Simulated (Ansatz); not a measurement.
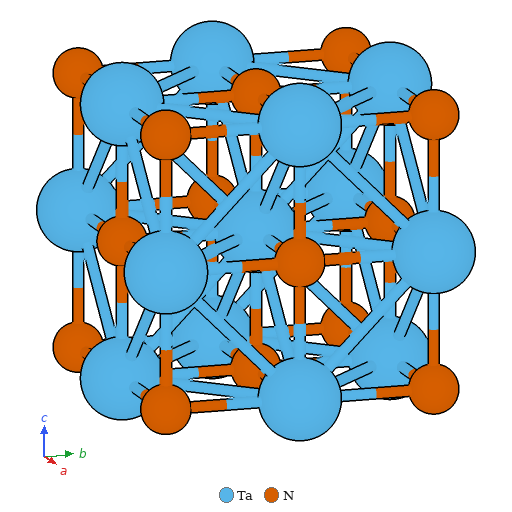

System: TaN, space group Fm-3m (No. 225). The picture shows the conventional cell.

The given structure:
```cif
data_structure
_symmetry_space_group_name_H-M 'P 1'
_symmetry_Int_Tables_number 1
_cell_length_a 3.1088
_cell_length_b 3.1088
_cell_length_c 3.1088
_cell_angle_alpha 60.000
_cell_angle_beta 60.000
_cell_angle_gamma 60.000
_cell_volume 21.25
loop_
_atom_site_label
_atom_site_type_symbol
_atom_site_fract_x
_atom_site_fract_y
_atom_site_fract_z
_atom_site_occupancy
Ta1 Ta 0.50000 0.50000 0.50000 1
N1 N 0.00000 0.00000 0.00000 1
```

Computed with Ansatz 0.2.0: third-order Birch-Murnaghan fit to density functional energies at scaled volumes of the given relaxed cell, shape and atoms relaxed at each volume; energies count from the fitted minimum; plane waves with PAW datasets, Γ-centred k mesh. Level: r2SCAN, no spin polarisation.

- wave cutoff: 500 eV
- k mesh: 16×16×16
- occupations: Gaussian
- smearing width: 0.1 eV

What does the calculation give for the energy above the minimum and pressure against volume? The volume takes the values 9.985, 10.304, 10.623, 10.942, 11.260 Å³/atom.

A third-order Birch–Murnaghan fit gives V0 = 10.62 Å³/atom, B0 = 351 GPa and B′ = 4.4. The energy above the minimum is 46.8 meV/atom at volume 9.985 Å³/atom and 37.8 meV/atom at 11.260 Å³/atom; the lowest computed point is at volume 10.623 Å³/atom (0.0 meV/atom). The pressure falls from 24.90 GPa at volume 9.985 Å³/atom to −18.01 GPa at 11.260 Å³/atom, and changes sign near 10.62 Å³/atom. The solid is metallic at every point.

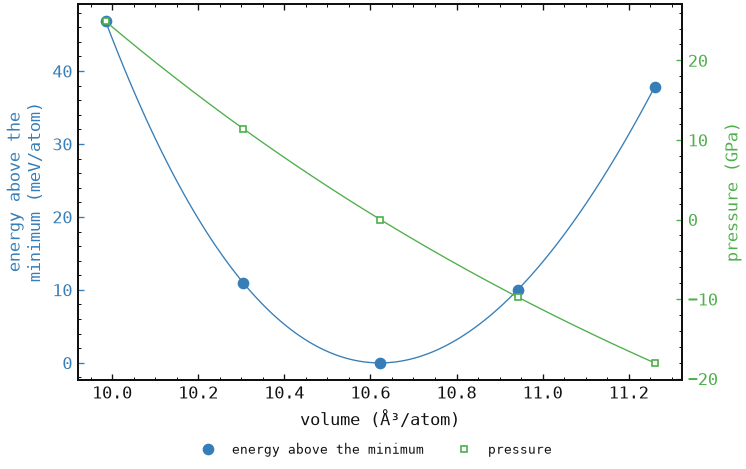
